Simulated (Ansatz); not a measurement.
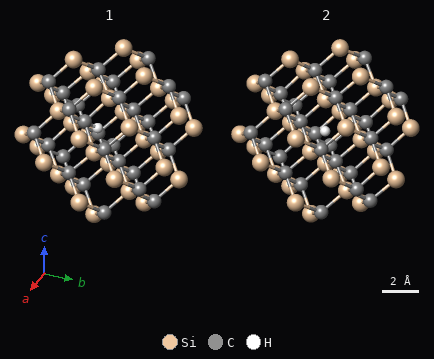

Two geometries of a defect cell of composition Si$_{32}$C$_{32}$H (cell charge +2), drawn at one scale. One is the start of a relaxation, the other its converged end. Style: ball-and-stick. Shown: the atoms within 5.0 Å of the atom that moves most (axes of the cell of the calculation (origin shifted)), from a free direction.

Method: DFT, PBEsol, PAW, plane waves (Ansatz). Set-up: plane-wave cutoff 420 eV; k-point mesh 1 × 1 × 1; mesh shifted by (0.25, 0.25, 0.25); collinear spin; atoms relaxed in a fixed cell; force threshold 0.03 eV/Å; at most 80 steps.

Question: Which geometry has the lower energy?

Answer: Structure 1 is the relaxed one. Over 12 accepted moves (13 points after the start) the energy falls by 2.082 eV per cell of the calculation. Largest force component: 2.1 eV/Å at the start, 0.025 eV/Å at the end. The line search rejected the trial step at point 7 of the run. The H atom moves most: 0.68 Å along [2 −3 2]. Largest moves by element: H 0.68 Å, Si 0.13 Å, C 0.08 Å. The lattice vectors keep their values. Among the contacts that change: C–H 1.864 → 1.132 Å, C–Si 1.880 → 1.966 Å, C–Si 1.923 → 2.007 Å, C–Si 1.924 → 1.853 Å. New bonds form, among them: C–H (1.86 → 1.13 Å). Among the angles between lasting bonds that change: C–Si–C 109.9° → 102.3°, C–Si–C 110.9° → 103.6°, C–Si–C 109.5° → 114.8°. Cost: 97 s on 7 threads of Arm Neoverse-V2, peak memory 1.8 GiB.

Limits of the set-up: the cell is charged, on a uniform background, and energies carry no finite-size correction.
